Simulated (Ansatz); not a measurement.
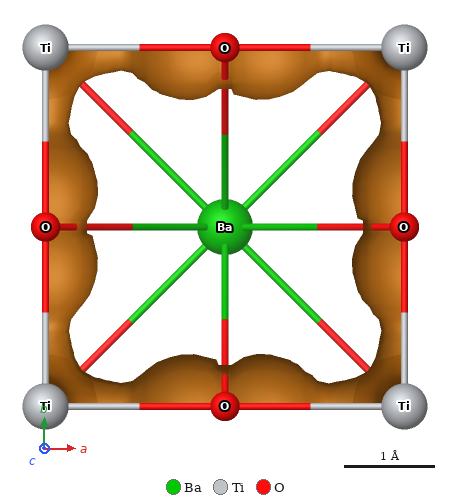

BaTiO3. Density of the Kohn–Sham states from −4.7 to −3.1 eV about the valence-band maximum (the lower third of the upper valence band), scaled to one electron a cell: orange surface at 0.04 1/Å³, in the conventional cell seen along the c axis.

Space group Pm-3m; the calculation finds a residual pressure of about 3 GPa at this fixed cell. Effective Hubbard U: 4.0 eV on Ti d.

Theory: DFT PBE+U, scalar-relativistic, plane waves, PAW in Ansatz.

In a PAW calculation such maps are meaningful between the atoms, not at the nuclei.

Input file:

```
crystal:
  lattice:
    - [4.006, 0.0, 0.0]
    - [0.0, 4.006, 0.0]
    - [0.0, 0.0, 4.006]
  atoms:
    - { symbol: Ba, position: [0.5, 0.5, 0.5] }
    - { symbol: Ti, position: [0.0, 0.0, 0.0] }
    - { symbol: O, position: [0.5, 0.0, 0.0] }
    - { symbol: O, position: [0.0, 0.5, 0.0] }
    - { symbol: O, position: [0.0, 0.0, 0.5] }
basis:
  ecutwfc: 420
  fft_grid_basis: typed
kpoints:
  mp_grid: { grid: [6, 6, 6] }
hamiltonian:
  xc: pbe
  hubbard: { sites: [{ species: Ti, l: d, u_eff: 4.0 }] }
scf:
  occupations: { method: gaussian, width: 0.05 }
  n_extra_bands: 6
output:
  forces: true
  stress: false
  eigenvalues: true
  bader: false
  write_density: false
  volumetric_format: npy
  band_densities:
    - { e_range: [-1.73, -1.12] }
    - { e_range: [1.12, 1.73] }
    - { e_range: [-5.8, -4.23] }
    - { e_range: [-4.23, -2.68] }
    - { e_range: [-5.81, -1.1] }
    - { e_range: [-11.72, -10.58] }
    - { e_range: [-18.25, -17.03] }
  dos:
    e_range: [-30, 8]
    de: 0.02
    method: { smearing: { sigma: 0.03, scheme: gaussian } }
    projected: { site_lists: { Ba: [Ba], O: [O], Ti: [Ti] } }
checkpoint:
  read: start.run
  write: ck
  compress: false
  write_wavefunctions: false
  write_every: 100000
```

Run with:

```sh
ansatz run input.yaml --threads 2 --pin off --max-ram 4096MiB --backend cpu --events-out ev --progress --plain --runs-dir out
```

The picture shows the conventional cell (a = 4.01 Å, b = 4.01 Å, c = 4.01 Å, α = 90.00°, β = 90.00°, γ = 90.00°).

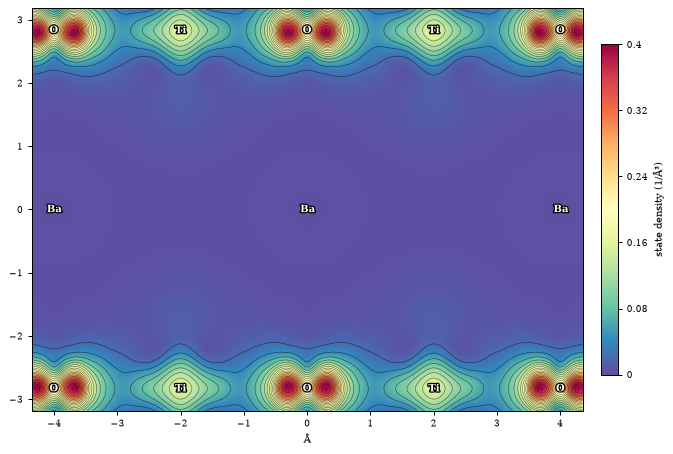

Second picture: a map on the (101̄) plane of the conventional cell.

**What is the character of these states?**

Projected on a minimal set of atomic orbitals (Löwdin), they are O 2p (70 %) and Ti 3d (20 %).
- In space (atomic cells sized by Bader volumes) the density divides as O about 80 %, Ti about 15 % and Ba little.
- It nearly vanishes midway along the shortest Ba–O contact.
